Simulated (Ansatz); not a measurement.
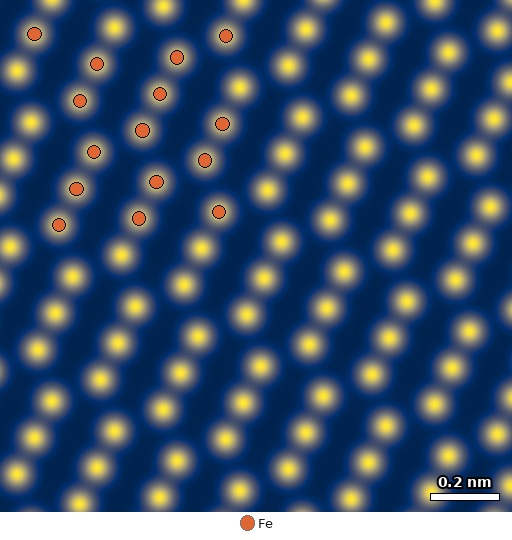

Z-contrast image of Fe (P6/mmm, No. 191) along [101]. Simulated incoherent Z contrast: every atom adds Z^1.8 spread by a probe of 0.69 Å full width; channelling and multiple scattering are left out. The probe carries 15 % of its weight in a tail 2.5 times as wide. Structure: the end point of a relaxation with DFT, r2SCAN, plane waves (500 eV) with PAW, scalar-relativistic (Ansatz 0.2.0); the starting structure was generated, so it need not be a known form of this composition.

Coloured dots in one corner mark the columns of the model.

> Describe what the image shows.

The columns repeat on a centred rectangular net of 2.08 × 7.29 Å (plane group c2mm). All columns are alike (Fe). The shortest distance between visible columns is 1.22 Å in projection. Along the beam the structure repeats every 4.84 Å.
